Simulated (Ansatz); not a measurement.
Run report: Li$_{7}$H$_{8}$ (charge −1), geometry relaxation (part 2 of 2)

Continued. System: Li$_{7}$H$_{8}$ (defect cell, 15 atoms in the cell, total charge −1). Method: DFT PBE, scalar-relativistic, plane waves, PAW, no spin polarisation (Ansatz 0.2.0); cutoff 420 eV, 4×4×4 k-mesh, Gaussian smearing of 0.05 eV. The structure derives from an entry of the Crystallography Open Database. It belongs to a series of runs on one base structure; here: Li vacancy, atoms relaxed.

Geometry of the input (Å; fractional positions):
```
0.0000  4.0069  -4.0069
4.0069  4.0069  0.0000
4.0069  0.0000  -4.0069
Li -0.0000  0.5000  0.5000
Li 0.5000  0.0000  0.5000
Li 0.5000  0.5000  0.5000
Li -0.0000  0.0000  1.0000
Li 0.0000  0.5000  1.0000
Li 0.5000  0.0000  1.0000
Li 0.5000  0.5000  1.0000
H  0.2500  0.7500  0.2500
H  0.2500  0.2500  0.2500
H  0.7500  0.7500  0.2500
H  0.7500  0.2500  0.2500
H  0.2500  0.7500  0.7500
H  0.2500  0.2500  0.7500
H  0.7500  0.7500  0.7500
H  0.7500  0.2500  0.7500
```

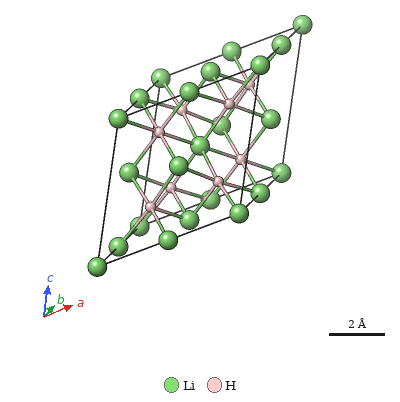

Fig. 1: The geometry at step 3 of the log (ball-and-stick view of the cell of the calculation, seen slightly off an axis).

```
SCF converged after 4 iterations
Free energy (F): -1563.147436 eV
Harris-Foulkes:  -1563.147436 eV  (|F-HF|=2.12e-9)
Internal energy: -1563.147436 eV  (E = F + TS)
E sigma→0 (E₀):  -1563.147436 eV
Fermi energy:    1.989278 eV
--- Per-component energies (eV) ---
  E_band       = -652.921597
  E_kinetic    = 272.610791
  E_local      = -954.822015  (includes V_loc(G=0)·N_el)
  E_nonlocal   = -220.163676
  E_hartree    = 273.474680
  E_xc         = -157.345155
  E_vxc        = -203.196717  (∫ρ·V_xc dr)
  E_paw        = -151.504471  (= ΣΔE_a)
  E_vpaw       = -94.290033  (= ΣTr[D̂ρ^β])
  E_aug_tail   = -0.009587  (compensation charges beyond the density's cutoff)
  E_ewald      = -625.388003
  E_smearing   = -0.000000  (= −TS)
  E_closure    = -0.000000  (closes the sum)
  E_deformation_potential = -10.841801  (in the stress; not in F)
  Σ components = -1563.147436   (vs F -1563.147436, Δ=0.00e0)
--- Forces (eV/Å), atoms counted from 1 ---
  atom   1  Li     0.00000000    -0.00000000    -0.00000000
  atom   2  Li     0.00000000     0.00000000    -0.00000000
  atom   3  Li     0.00000000    -0.00000000     0.00000000
  atom   4  Li     0.00000000    -0.00000000     0.00000000
  atom   5  Li     0.00000000     0.00000000    -0.00000000
  atom   6  Li     0.00000000    -0.00000000    -0.00000000
  atom   7  Li     0.00000000    -0.00000000    -0.00000000
  atom   8  H      0.00128824     0.00000000    -0.00000000
  atom   9  H      0.00000000    -0.00128824    -0.00000000
  atom  10  H      0.00000000    -0.00000000    -0.00000000
  atom  11  H      0.00000000    -0.00000000    -0.00128824
  atom  12  H      0.00000000     0.00000000     0.00128824
  atom  13  H      0.00000000     0.00000000     0.00000000
  atom  14  H      0.00000000     0.00128824     0.00000000
  atom  15  H     -0.00128824    -0.00000000    -0.00000000
  max |Σ_I F_I| component: 6.60e-19 eV/Å
--- Stress (GPa, compression-positive) ---
       -8.538423      -0.000000       0.000000
        0.000000      -8.538423      -0.000000
        0.000000       0.000000      -8.538423
  P = ⅓ Tr σ = -8.5384 GPa (-85.384 kbar)
--- Band table (eV; the first three rows and the last of 8) ---
  k-point 0: bands = ["-44.4300", "-44.3984", "-44.3984", "-44.3984", "-44.3844", "-44.3844", "-43.6385", "-5.2588", "-2.8914", "-2.1370", "-2.1370", "-2.1370", "-0.1176", "0.4681", "0.4681", "3.5108", "3.5108", "3.5108", "5.0262", "5.0262", "5.0262", "5.2508", "10.9626", "10.9626", "10.9626", "11.6870", "11.6870", "11.6870", "13.5962", "14.1346"]
  k-point 1: bands = ["-44.4253", "-44.4030", "-44.3964", "-44.3964", "-44.3865", "-44.3865", "-43.6386", "-4.9783", "-3.1380", "-2.3495", "-1.9424", "-1.9424", "-0.7877", "-0.1748", "-0.1748", "4.4981", "4.5309", "4.5309", "5.2645", "5.2645", "5.6451", "6.6543", "9.6796", "9.6796", "9.8510", "11.3805", "11.6007", "11.9009", "11.9009", "12.1397"]
  k-point 2: bands = ["-44.4142", "-44.4140", "-44.3914", "-44.3914", "-44.3914", "-44.3914", "-43.6388", "-4.2578", "-4.0899", "-1.9305", "-1.6351", "-1.5994", "-1.5994", "-0.8259", "-0.8259", "5.4152", "5.4152", "5.4482", "5.7844", "5.7844", "6.9315", "8.7675", "8.9610", "9.4572", "9.4572", "9.5425", "9.5425", "9.8289", "10.4915", "12.4280"]
  k-point 7: bands = ["-44.4096", "-44.4096", "-44.3991", "-44.3989", "-44.3883", "-44.3883", "-43.6388", "-3.5244", "-3.5244", "-3.5098", "-2.9602", "-1.0509", "-1.0509", "-0.9256", "-0.4989", "5.6900", "6.0866", "6.6287", "6.6287", "6.7697", "6.7697", "6.8561", "7.3001", "9.1678", "9.7748", "9.7748", "10.2764", "10.5326", "10.8808", "11.4909"]
--- Relaxed structure (4 steps of the walk, 3 accepted, 0 SCFs on fresh bases) ---
  F+E_penalty+E_count = -1563.14743603 eV   max|allowed force component| = 1.288e-3 eV/Å
  atoms:
    - { symbol: Li, position: [0.0, 0.5, 0.5] }
    - { symbol: Li, position: [0.5, 0.0, 0.5] }
    - { symbol: Li, position: [0.5, 0.5, 0.5] }
    - { symbol: Li, position: [0.0, 0.0, 1.0] }
    - { symbol: Li, position: [0.0, 0.5, 1.0] }
    - { symbol: Li, position: [0.5, 0.0, 1.0] }
    - { symbol: Li, position: [0.5, 0.5, 1.0] }
    - { symbol: H, position: [0.2610827902840461, 0.738917209715954, 0.23891720971595393] }
    - { symbol: H, position: [0.2610827902840462, 0.26108279028404624, 0.23891720971595382] }
    - { symbol: H, position: [0.75, 0.75, 0.25] }
    - { symbol: H, position: [0.7389172097159539, 0.26108279028404613, 0.23891720971595387] }
    - { symbol: H, position: [0.26108279028404624, 0.7389172097159538, 0.7610827902840462] }
    - { symbol: H, position: [0.25, 0.25, 0.75] }
    - { symbol: H, position: [0.7389172097159538, 0.7389172097159538, 0.7610827902840462] }
    - { symbol: H, position: [0.7389172097159538, 0.26108279028404624, 0.7610827902840462] }
```

Trajectory as extended XYZ (Å, eV, eV/Å), 4 frames, from step=1 to step=4:
```
15
Lattice="0.0000 4.0069 -4.0069 4.0069 4.0069 0.0000 4.0069 0.0000 -4.0069" Properties=species:S:1:pos:R:3:forces:R:3 step=1 energy=-1563.05839
Li    4.0069    2.0035   -2.0035    0.0000   0.0000   0.0000
Li    2.0035    2.0035   -4.0069    0.0000   0.0000   0.0000
Li    4.0069    4.0069   -4.0069    0.0000   0.0000   0.0000
Li    4.0069    0.0000   -4.0069    0.0000   0.0000   0.0000
Li    6.0104    2.0035   -4.0069    0.0000   0.0000   0.0000
Li    4.0069    2.0035   -6.0104    0.0000   0.0000   0.0000
Li    6.0104    4.0069   -6.0104    0.0000   0.0000   0.0000
H     4.0069    4.0069   -2.0035   -0.3284   0.0000   0.0000
H     2.0035    2.0035   -2.0035    0.0000   0.3284   0.0000
H     4.0069    6.0104   -4.0069    0.0000   0.0000   0.0000
H     2.0035    4.0069   -4.0069    0.0000   0.0000   0.3284
H     6.0104    4.0069   -4.0069    0.0000   0.0000  -0.3284
H     4.0069    2.0035   -4.0069    0.0000   0.0000   0.0000
H     6.0104    6.0104   -6.0104    0.0000  -0.3284   0.0000
H     4.0069    4.0069   -6.0104    0.3284   0.0000   0.0000
15
Lattice="0.0000 4.0069 -4.0069 4.0069 4.0069 0.0000 4.0069 0.0000 -4.0069" Properties=species:S:1:pos:R:3:forces:R:3 step=2 energy=-1563.00502 accepted=F
Li    4.0069    2.0035   -2.0035    0.0000   0.0000   0.0000
Li    2.0035    2.0035   -4.0069    0.0000   0.0000   0.0000
Li    4.0069    4.0069   -4.0069    0.0000   0.0000   0.0000
Li    4.0069    0.0000   -4.0069    0.0000   0.0000   0.0000
Li    6.0104    2.0035   -4.0069    0.0000   0.0000   0.0000
Li    4.0069    2.0035   -6.0104    0.0000   0.0000   0.0000
Li    6.0104    4.0069   -6.0104    0.0000   0.0000   0.0000
H     3.8119    4.0069   -2.0035    0.4587   0.0000   0.0000
H     2.0035    2.1985   -2.0035    0.0000  -0.4587   0.0000
H     4.0069    6.0104   -4.0069    0.0000   0.0000   0.0000
H     2.0035    4.0069   -3.8119    0.0000   0.0000  -0.4587
H     6.0104    4.0069   -4.2019    0.0000   0.0000   0.4587
H     4.0069    2.0035   -4.0069    0.0000   0.0000   0.0000
H     6.0104    5.8154   -6.0104    0.0000   0.4587   0.0000
H     4.2019    4.0069   -6.0104   -0.4587   0.0000   0.0000
15
Lattice="0.0000 4.0069 -4.0069 4.0069 4.0069 0.0000 4.0069 0.0000 -4.0069" Properties=species:S:1:pos:R:3:forces:R:3 step=3 energy=-1563.14692
Li    4.0069    2.0035   -2.0035    0.0000   0.0000   0.0000
Li    2.0035    2.0035   -4.0069    0.0000   0.0000   0.0000
Li    4.0069    4.0069   -4.0069    0.0000   0.0000   0.0000
Li    4.0069    0.0000   -4.0069    0.0000   0.0000   0.0000
Li    6.0104    2.0035   -4.0069    0.0000   0.0000   0.0000
Li    4.0069    2.0035   -6.0104    0.0000   0.0000   0.0000
Li    6.0104    4.0069   -6.0104    0.0000   0.0000   0.0000
H     3.9119    4.0069   -2.0035    0.0261   0.0000   0.0000
H     2.0035    2.0985   -2.0035    0.0000  -0.0261   0.0000
H     4.0069    6.0104   -4.0069    0.0000   0.0000   0.0000
H     2.0035    4.0069   -3.9119    0.0000   0.0000  -0.0261
H     6.0104    4.0069   -4.1020    0.0000   0.0000   0.0261
H     4.0069    2.0035   -4.0069    0.0000   0.0000   0.0000
H     6.0104    5.9154   -6.0104    0.0000   0.0261   0.0000
H     4.1020    4.0069   -6.0104   -0.0261   0.0000   0.0000
15
Lattice="0.0000 4.0069 -4.0069 4.0069 4.0069 0.0000 4.0069 0.0000 -4.0069" Properties=species:S:1:pos:R:3:forces:R:3 step=4 energy=-1563.14744
Li    4.0069    2.0035   -2.0035    0.0000   0.0000   0.0000
Li    2.0035    2.0035   -4.0069    0.0000   0.0000   0.0000
Li    4.0069    4.0069   -4.0069    0.0000   0.0000   0.0000
Li    4.0069    0.0000   -4.0069    0.0000   0.0000   0.0000
Li    6.0104    2.0035   -4.0069    0.0000   0.0000   0.0000
Li    4.0069    2.0035   -6.0104    0.0000   0.0000   0.0000
Li    6.0104    4.0069   -6.0104    0.0000   0.0000   0.0000
H     3.9181    4.0069   -2.0035    0.0013   0.0000   0.0000
H     2.0035    2.0923   -2.0035    0.0000  -0.0013   0.0000
H     4.0069    6.0104   -4.0069    0.0000   0.0000   0.0000
H     2.0035    4.0069   -3.9181    0.0000   0.0000  -0.0013
H     6.0104    4.0069   -4.0958    0.0000   0.0000   0.0013
H     4.0069    2.0035   -4.0069    0.0000   0.0000   0.0000
H     6.0104    5.9216   -6.0104    0.0000   0.0013   0.0000
H     4.0958    4.0069   -6.0104   -0.0013   0.0000   0.0000
```

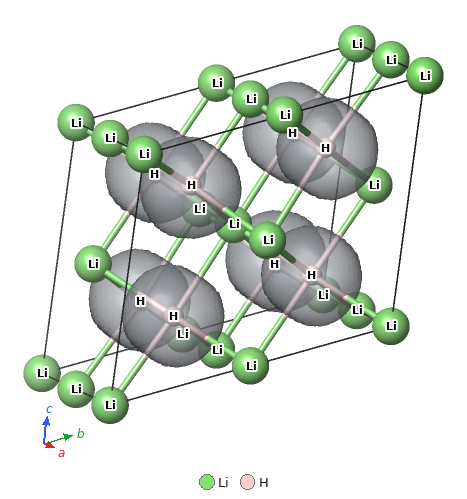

Fig. 2: Isosurface of the electron localisation function at 0.8 (grey), seen slightly off an axis. Core shells and regions of very low density are left out. Sticks mark near contacts. The outline is the calculation cell. Values along the shortest contacts: Li–H (1.91 Å): the ELF climbs to about 1 towards the hydrogen, as it does in any bond to H. Li–H (2.00 Å): the ELF climbs to about 1 towards the hydrogen. The fields are those of the smooth PAW valence density.

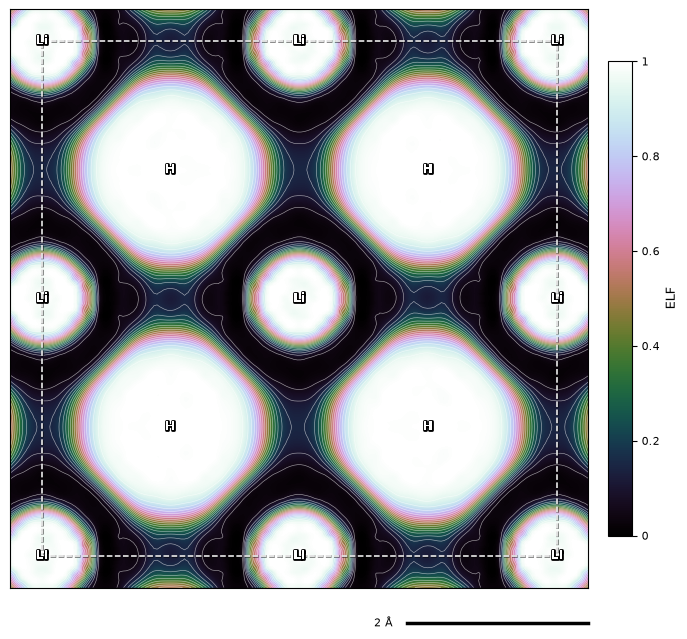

Fig. 3: Electron localisation function on the (110) plane of the calculation cell. The plane passes through Li and H nuclei. Li–H (2.00 Å): the ELF climbs to about 1 towards the hydrogen. The strong features right at Li lie inside the PAW spheres (semicore, d or f shells) and say nothing about bonding.

Key numbers:

| quantity | value |
| --- | --- |
| outcome | converged |
| electrons treated | 30 |
| free energy | −1563.1474 eV |
| Fermi energy | 1.989 eV |
| gap on the k-point mesh | 3.04 eV |
| pressure | −8.54 GPa |
| final volume | 128.67 Å³ |
| largest force (length of the vector) at the end | 0.001 eV/Å |
| wall time | 2.4 s (CPU time 8.3 s) |
| peak memory | 0.41 GiB |

Notes:

Warnings of the run: the SCF threshold is looser than advised for the printed stress.
